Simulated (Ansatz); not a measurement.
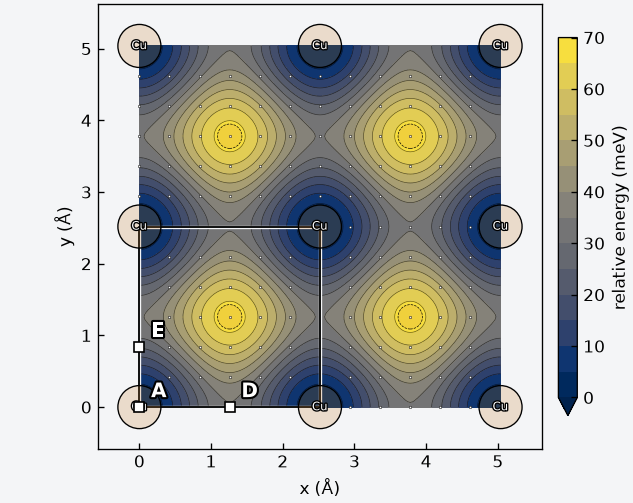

H on a Cu(100) slab cut from the Fm-3m phase, its upper half relaxed before the scan (12 atoms of substrate and one adsorbate in a 2 × 2 cell). 
- H is moved over the surface cell at a fixed height above a rigid substrate; the origin of the map has the adsorbate above Cu9; the height is held at 2.80 Å.
- Places are given modulo a cell vector. The map is drawn in real space over the plane of the surface.
- The grid has 6 × 6 points; 10 points were computed and 26 follow by symmetry.
- Places are given in fractions of the 1 × 1 surface cell.
- Energies are in meV, from the lowest grid point.
- The runs have no spin polarisation, so an open-shell adsorbate far from the surface lies too high. At a fixed height the lowest place need not be the adsorption site.
- Computed with Ansatz 0.2.0, DFT PBE+D3(BJ), scalar-relativistic, plane waves, PAW. Settings: cutoff 420 eV, k-mesh 5×5×1, gaussian smearing 0.1 eV, no spin polarisation.

The picture shows filled contours, dots at the grid points, labelled circles for the atoms of the top layer and small ones for the second layer, the outline of one cell of the 2 × 2 shown, lettered points. Between grid points the surface is interpolated.

> Is E the lowest point of the computed grid?

No. E lies 25.8 meV above the lowest grid point, which is at the top site over a surface Cu atom, (0/6, 0/6) of the cell vectors.

> What kind of point is each of A, D: minimum, saddle, maximum or slope?

A: minimum; D: saddle point. (In these two coordinates alone; a stationary point may lie a little off the grid point.)

> Rank the lettered points by energy, lowest first.

A (0.0 meV), E (25.8 meV), D (34.8 meV).

PAW datasets: the set soft_1.
